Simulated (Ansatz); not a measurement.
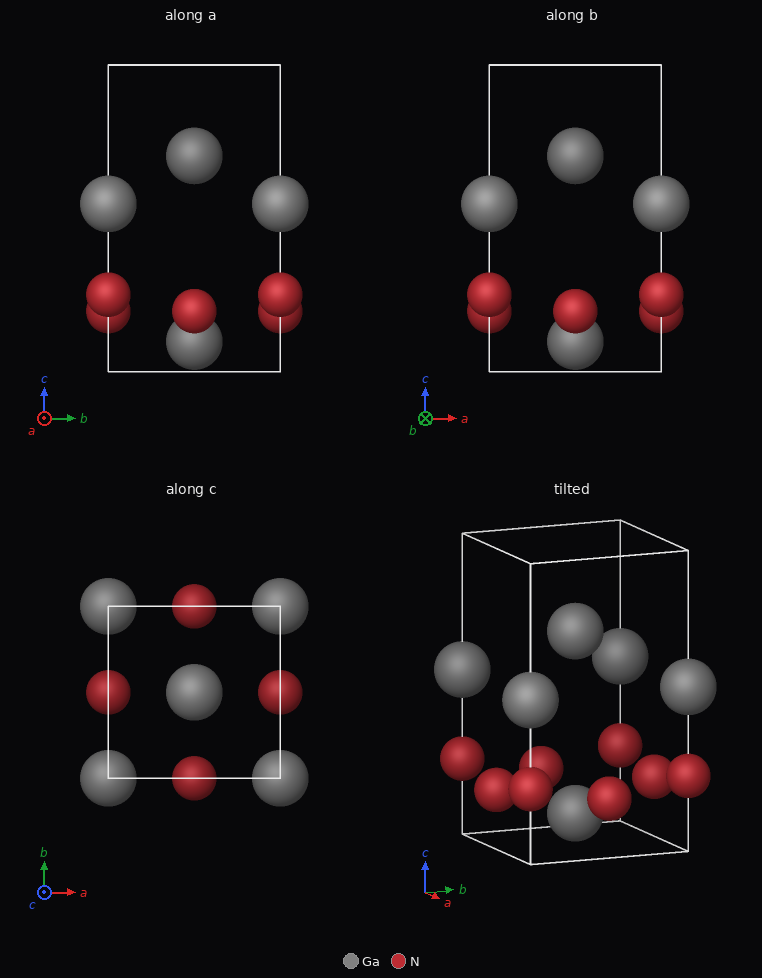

The figure gives a spheres-only picture of the atoms, viewed along the a axis, along the b axis, along the c axis and slightly off an axis. Thin lines show the conventional unit cell, with boundary atoms drawn in all their periodic places.

Lattice parameters: a = 3.6905 Å, b = 3.6905 Å, c = 6.5828 Å, α = 90.000°, β = 90.000°, γ = 90.000°.

Q: Set out the cell and atoms as a CIF with its space group and independent sites, with free fractional coordinates to two decimals.

A:
```cif
data_structure
_symmetry_space_group_name_H-M 'P 4 m m'
_symmetry_Int_Tables_number 99
_cell_length_a 3.6905
_cell_length_b 3.6905
_cell_length_c 6.5828
_cell_angle_alpha 90.000
_cell_angle_beta 90.000
_cell_angle_gamma 90.000
_cell_volume 89.66
loop_
_atom_site_label
_atom_site_type_symbol
_atom_site_symmetry_multiplicity
_atom_site_Wyckoff_symbol
_atom_site_fract_x
_atom_site_fract_y
_atom_site_fract_z
_atom_site_occupancy
Ga1 Ga 1 b 0.50 0.50 0.10 1
Ga2 Ga 1 a 0.00 0.00 0.55 1
Ga3 Ga 1 b 0.50 0.50 0.70 1
N1 N 1 a 0.00 0.00 0.25 1
N2 N 2 c 0.00 0.50 0.20 1
```

The model was built from a random cell made by a generator, so it need not be a real form of the compound. Earlier steps of the study, as a rule a relaxation of our own, may have changed the cell and positions, so they can lie some per cent off the listed ones. It was run through Ansatz as a DFT input.
